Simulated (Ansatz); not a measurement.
La2O3

Space group P-3m1. The cell comes from a database of computed structures, not from a measurement.

```
La O
1.0
     3.93078    0.00000    0.00000
    -1.96539    3.40415    0.00000
     0.00000    0.00000    6.11195
La O
2 3
Direct
  0.66667 0.33333 0.75376
  0.33333 0.66667 0.24624
  0.66667 0.33333 0.35411
  0.33333 0.66667 0.64589
  0.00000 0.00000 0.00000
```

Level of theory: DFT PBE, scalar-relativistic, plane waves, PAW in Ansatz.

Q: How does the converged density differ from a superposition of free atoms?

A: La–O (2.36 Å): Δρ is +0.03 e/Å³ at the midpoint (close to a masked core, so read it with care).
Over the whole cell, outside the masked cores, the largest gain lies at the edge of the masked core of O, and the largest loss, 0.05 e/Å³, lies 1.6 Å from a lanthanum nucleus and 2.0 Å from an oxygen one.
In all about 0.31 e an atom is rearranged against the free atoms.
Bader charges: La +2.01 and O −1.39 to −1.32 e.

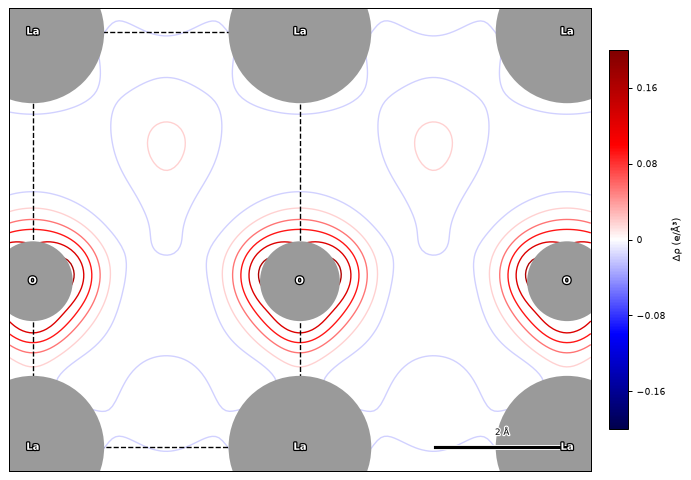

Computed deformation density: a map on the (100) plane of the conventional cell, with grey discs over the atomic cores.

Cores are masked to 1.0 Å (La) and 0.6 Å (O).

Core electrons are frozen (PAW), so the fields are smoothed inside the atomic spheres.

Run time: 38 s on 2 threads of Intel(R) Xeon(R) Processor @ 2.50GHz (Skylake/Cascade Lake) (shared host), peak memory 0.43 GiB.
